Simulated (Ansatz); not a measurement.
# What a change does: single-point calculation on Os

System: Os (Cmcm, 2 atoms in the cell).
Method of run A: DFT, PBEsol, plane waves (420 eV) with PAW, scalar-relativistic, no spin polarisation (Ansatz 0.2.0).

Text and figures count atoms from 1; the logs count them from 0 in places.

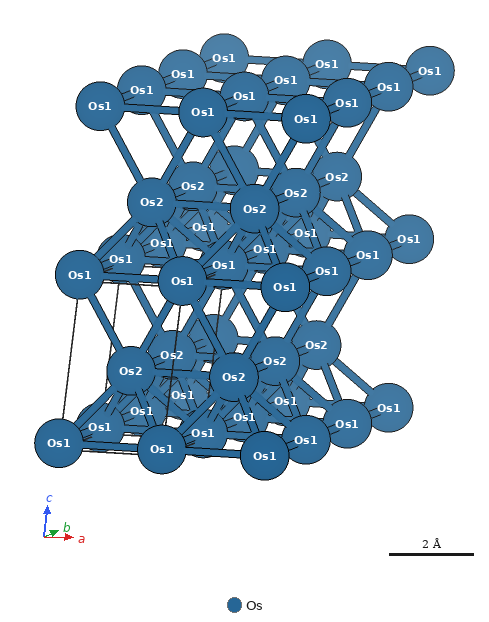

The structure as given in the input (ball-and-stick view of the reduced cell, repeated 2 × 3 × 2, seen slightly off an axis; atoms are numbered from 1 in the order of the input). Near neighbours in the crystal (not all of them lie inside the picture): Os has 10 Os at 2.49 to 2.68 Å.

### Input file, run A
```yaml
crystal:
  lattice:
    - [-2.9504554491, 2.5453730994, 1.3082517254]
    - [2.5453730994, -2.9504554491, 1.3082517254]
    - [2.2331806163, 2.2331806163, -2.0501607908]
  atoms:
    - { symbol: Os, position: [0.9801404261, 0.0198595739, 0.0] }
    - { symbol: Os, position: [0.7698595739, 0.2301404261, 0.5] }
hamiltonian:
  xc: pbesol
  pseudopotentials:
    kind: paw
    azcp:
      Os: "pseudopotentials/Os.paw.azcp"
basis:
  ecutwfc: 420
  fft_grid_basis: typed
kpoints:
  mp_grid: { grid: [27, 27, 19], shift: [0, 0, 0] }
magnetization:
  spin_polarized: false
scf:
  occupations: { method: fermi_dirac, width: 0.1 }
output:
  stress: true
  write_density: true
  write_potential: true
  elf: true
  volumetric_format: npy
```

Hardware: 2 threads of an Arm (aarch64) CPU, shared host.

### Output, shortened to warnings, some set-up lines, iterations and results (run A)
```
Warning: [file] the record states the generating functional pbe (its physics header spells it `PBE`), which answers neither for hamiltonian.xc's functional nor for the pbesol family's — results may be inconsistent (PPs are generated against a specific XC)
Basis set: ecut = 420 eV, 541 PW (Γ)
Symmetry: 4 space group operations
k-points: 3598 of 13851
Initial density: superposition of atomic densities (neutral atoms: chi_scale 0, normalization atom), corrected by the library's trained network
[...]
SCF iter   1: F=—  HF=-22501.057498 eV  |F-HF|=—  |Δ(HF+E_count)|=         —  Δρ=1.22e-2  dr2=1.54e-2  ethr=1.77e-3  ⟨swp⟩=4.9  Hψ=294154  notcnv=0
SCF iter   2: F=—  HF=-22501.056330 eV  |F-HF|=—  |Δ(HF+E_count)|=   1.17e-3  Δρ=6.86e-3  dr2=4.82e-3  ethr=4.80e-5  ⟨swp⟩=1.9  Hψ=115049  notcnv=0
SCF iter   3: F=—  HF=-22501.056035 eV  |F-HF|=—  |Δ(HF+E_count)|=   2.95e-4  Δρ=6.13e-4  dr2=2.43e-4  ethr=1.51e-5  ⟨swp⟩=2.2  Hψ=105275  notcnv=0
SCF iter   4: F=—  HF=-22501.055975 eV  |F-HF|=—  |Δ(HF+E_count)|=   6.01e-5  Δρ=2.74e-4  dr2=3.42e-5  ethr=7.61e-7  ⟨swp⟩=2.0  Hψ=101758  notcnv=0
SCF iter   5: F=—  HF=-22501.055964 eV  |F-HF|=—  |Δ(HF+E_count)|=   1.04e-5  Δρ=6.55e-5  dr2=5.85e-7  ethr=1.07e-7  ⟨swp⟩=2.0  Hψ=100777  notcnv=0
SCF iter   6: F=-22501.055964 eV  HF=-22501.055964 eV  |F-HF|=3.06e-8  |Δ(HF+E_count)|=   1.15e-7  Δρ=1.41e-5  dr2=5.54e-8  ethr=3.13e-10  ⟨swp⟩=9.2  Hψ=485790  notcnv=0
SCF 1 converged in 6 iterations: F = -22501.055964 eV  dr2 = 5.54e-8
SCF converged after 6 iterations
Free energy (F): -22501.055964 eV
Harris-Foulkes:  -22501.055964 eV  (|F-HF|=3.06e-8)
Internal energy: -22501.020264 eV  (E = F + TS)
E sigma→0 (E₀):  -22501.038114 eV
Entropy (-TS):   -0.035700 eV (-17.850 meV/atom)
Fermi energy:    26.271571 eV
--- Per-component energies (eV) ---
  E_band       = -124.751206
  E_kinetic    = 1132.717039
  E_local      = -1698.907678  (includes V_loc(G=0)·N_el)
  E_nonlocal   = 5.345891
  E_hartree    = 716.656713
  E_xc         = -533.060303
  E_vxc        = -570.950619  (∫ρ·V_xc dr)
  E_paw        = -17761.520626  (= ΣΔE_a)
  E_vpaw       = -426.263182  (= ΣTr[D̂ρ^β])
  E_aug_tail   = -0.000142  (compensation charges beyond the density's cutoff)
  E_ewald      = -4362.747024
  E_core_change = 0.495866  (= ΣΔE_core)
  E_smearing   = -0.035700  (= −TS)
  E_closure    = 0.000000  (closes the sum)
  Σ components = -22501.055964   (vs F -22501.055964, Δ=0.00e0)
--- Stress (GPa, compression-positive) ---
       40.660267      -0.318000       0.978117
       -0.318000      40.660267       0.978117
        0.978117       0.978117      34.148237
  P = ⅓ Tr σ = 38.4896 GPa (384.896 kbar)
```

The input of run B differs as follows (lines with − go, lines with + come):
```diff
-    - [-2.9504554491, 2.5453730994, 1.3082517254]
-    - [2.5453730994, -2.9504554491, 1.3082517254]
-    - [2.2331806163, 2.2331806163, -2.0501607908]
+    - [-3.150400684, 2.7178668825, 1.396908783]
+    - [2.7178668825, -3.150400684, 1.396908783]
+    - [2.3845178694, 2.3845178694, -2.1890952327]
```

How does run B compare with run A?

With the same functional and potentials, run B lies 72.9 meV per atom higher. The pressure goes from 38.49 to −32.87 GPa. The volume per atom goes from 13.77 to 16.77 Å³. The number of SCF iterations is the same. The plane waves at Γ go from 541 to 661.

### Output, shortened to warnings, some set-up lines, iterations and results (run B)
```
Warning: [file] the record states the generating functional pbe (its physics header spells it `PBE`), which answers neither for hamiltonian.xc's functional nor for the pbesol family's — results may be inconsistent (PPs are generated against a specific XC)
Basis set: ecut = 420 eV, 661 PW (Γ)
Symmetry: 4 space group operations
k-points: 3598 of 13851
Initial density: superposition of atomic densities (neutral atoms: chi_scale 0, normalization atom), corrected by the library's trained network
[...]
SCF iter   1: F=—  HF=-22500.911911 eV  |F-HF|=—  |Δ(HF+E_count)|=         —  Δρ=1.09e-2  dr2=1.85e-2  ethr=1.77e-3  ⟨swp⟩=4.2  Hψ=277983  notcnv=0
SCF iter   2: F=—  HF=-22500.910482 eV  |F-HF|=—  |Δ(HF+E_count)|=   1.43e-3  Δρ=6.02e-3  dr2=5.41e-3  ethr=5.79e-5  ⟨swp⟩=1.6  Hψ=117244  notcnv=0
SCF iter   3: F=—  HF=-22500.910117 eV  |F-HF|=—  |Δ(HF+E_count)|=   3.65e-4  Δρ=6.29e-4  dr2=7.33e-5  ethr=1.69e-5  ⟨swp⟩=2.1  Hψ=99912  notcnv=0
SCF iter   4: F=—  HF=-22500.910118 eV  |F-HF|=—  |Δ(HF+E_count)|=   1.53e-6  Δρ=1.16e-4  dr2=4.50e-6  ethr=2.29e-7  ⟨swp⟩=2.0  Hψ=96339  notcnv=0
SCF iter   5: F=—  HF=-22500.910118 eV  |F-HF|=—  |Δ(HF+E_count)|=   3.38e-7  Δρ=2.78e-5  dr2=3.25e-7  ethr=1.41e-8  ⟨swp⟩=2.0  Hψ=92685  notcnv=0
SCF iter   6: F=-22500.910118 eV  HF=-22500.910118 eV  |F-HF|=1.16e-8  |Δ(HF+E_count)|=   5.67e-8  Δρ=6.83e-6  dr2=2.32e-8  ethr=3.13e-10  ⟨swp⟩=8.0  Hψ=424605  notcnv=0
SCF 1 converged in 6 iterations: F = -22500.910118 eV  dr2 = 2.32e-8
SCF converged after 6 iterations
Free energy (F): -22500.910118 eV
Harris-Foulkes:  -22500.910118 eV  (|F-HF|=1.16e-8)
Internal energy: -22500.863517 eV  (E = F + TS)
E sigma→0 (E₀):  -22500.886817 eV
Entropy (-TS):   -0.046601 eV (-23.301 meV/atom)
Fermi energy:    20.611830 eV
--- Per-component energies (eV) ---
  E_band       = -287.397196
  E_kinetic    = 1115.055816
  E_local      = -2074.951699  (includes V_loc(G=0)·N_el)
  E_nonlocal   = 1.509880
  E_hartree    = 827.708525
  E_xc         = -526.095098
  E_vxc        = -561.752390  (∫ρ·V_xc dr)
  E_paw        = -17758.728380  (= ΣΔE_a)
  E_vpaw       = -422.678814  (= ΣTr[D̂ρ^β])
  E_aug_tail   = -0.000143  (compensation charges beyond the density's cutoff)
  E_ewald      = -4085.858283
  E_core_change = 0.495866  (= ΣΔE_core)
  E_smearing   = -0.046601  (= −TS)
  E_closure    = 0.000000  (closes the sum)
  Σ components = -22500.910118   (vs F -22500.910118, Δ=0.00e0)
--- Stress (GPa, compression-positive) ---
      -34.656057       0.126917      -0.863756
        0.126917     -34.656057      -0.863756
       -0.863756      -0.863756     -29.304470
  P = ⅓ Tr σ = -32.8722 GPa (-328.722 kbar)
```

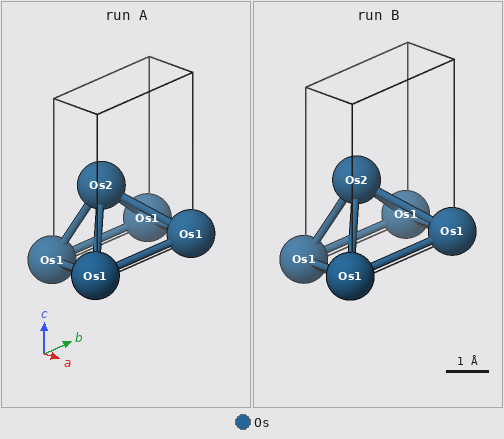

The two input geometries at one scale (ball-and-stick view of the reduced cell, seen slightly off an axis). No atom moves by more than 0.005 Å relative to the cell. The drawn cell changes as follows: a 2.647 → 2.826 Å (+6.8 %), b 2.678 → 2.860 Å (+6.8 %), c 4.110 → 4.389 Å (+6.8 %); the volume changes by +21.7 %. Among the contacts that change: Os1–Os1 2.678 → 2.860 Å, Os1–Os2 2.612 → 2.789 Å.

### The two runs side by side

| quantity | run A | run B |
| --- | --- | --- |
| outcome | converged | converged |
| free energy per atom (eV) | −11250.5280 | −11250.4551 |
| energy per atom, smearing taken to zero (eV) | −11250.5191 | −11250.4434 |
| pressure (GPa) | 38.49 | −32.87 |
| volume per atom (Å³) | 13.77 | 16.77 |
| SCF iterations | 6 | 6 |
| irreducible k-points | 3598 | 3598 |
| plane waves at Γ | 541 | 661 |
| wall time (shared host) | 90 s | 91 s |

For both runs: Warnings: the PAW datasets were made with another functional. Spin–orbit coupling is left out, which matters for Os. For run A: The cell is under a pressure of 38 GPa at this level, so it is not at its equilibrium volume. For run B: The cell is under a tension of 33 GPa at this level, so it is not at its equilibrium volume.
